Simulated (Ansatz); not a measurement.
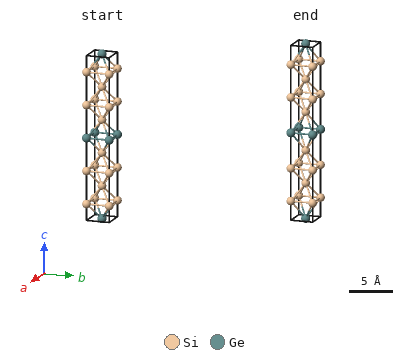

The structure of a crystal of Si4Ge (a generated structure, set up in I4/mmm) (coarse preliminary run) before (left) and after (right) a relaxation, at one scale.

The picture is a ball-and-stick view of the conventional cell (2 times the calculation's cell), seen slightly off an axis. Lengths and directions refer to the drawn axes.

These are results of Ansatz, DFT PBE, scalar-relativistic, plane waves, PAW, not measurements. (plane-wave cutoff 420 eV; k-point mesh 8 × 8 × 8; occupations gaussian; smearing width 0.1 eV; no spin polarisation; cell and atoms relaxed; force threshold 0.04 eV/Å; at most 70 steps)

### Summarise the run.

The largest moves relative to the cell, 0.21 Å, are those of Si atoms. Ge stays in place. The volume changes by −2.7 %, with a = b 2.829 → 2.710 Å (−4.2 %), c 20.006 → 21.216 Å (+6.0 %). Near-neighbour distances that change, for instance: Ge–Si 2.829 → 3.015 Å, Si–Si 2.829 → 2.710 Å, Ge–Ge 2.829 → 2.710 Å, Si–Si 2.829 → 2.754 Å. The space group stays I4/mmm (No. 139). The energy falls by 45.1 meV per atom in 5 accepted moves (6 points after the start). Largest force component: 0.71 eV/Å at the start, 0.022 eV/Å at the end. The pressure goes from −1.19 to 0.19 GPa. At 1 point the geometry stayed and the basis and grid were re-selected for the new cell (energy shift of 0.1 meV per atom at most each time).
